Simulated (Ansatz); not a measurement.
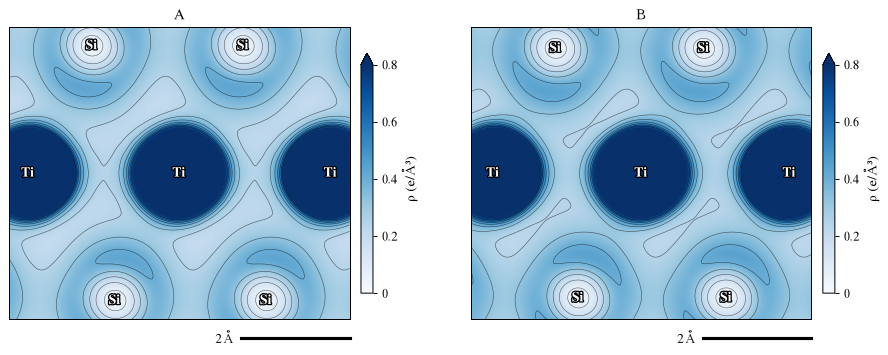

TiSi. The valence charge density (pseudo) of two cells that differ in size, on the (011̄) plane of each (indices in the axes of the calculation cell), at one length scale and on one colour scale: A has 14.6 Å³ an atom and B 13.8.

The calculation used Kohn-Sham DFT of a periodic cell, PBEsol, Ansatz PAW (Ansatz).

The density is the valence pseudo-density of a PAW calculation; it isn't the true density close to the nuclei.

The larger cell:

```
CELL_PARAMETERS angstrom
1.81618 -2.11762 0.00000
1.81618 2.11762 0.00000
0.00000 0.00000 3.80393
ATOMIC_POSITIONS crystal
Ti 0.50000 0.50000 0.00000
Si 0.00000 0.00000 0.50000
```

The smaller cell: a = 2.733 Å, b = 2.733 Å, c = 3.726 Å, α = 90.00°, β = 90.00°, γ = 98.76°.

What changes from the larger cell to the smaller?

From the larger cell to the smaller, Ti–Si goes from 2.63 to 2.58 Å, and the density at its midpoint from 0.29 to 0.31 e/Å³; Ti–Ti goes from 2.79 to 2.73 Å, and the density at its midpoint from 0.24 to 0.26 e/Å³; the pressure goes from −4.3 to 4.8 GPa.
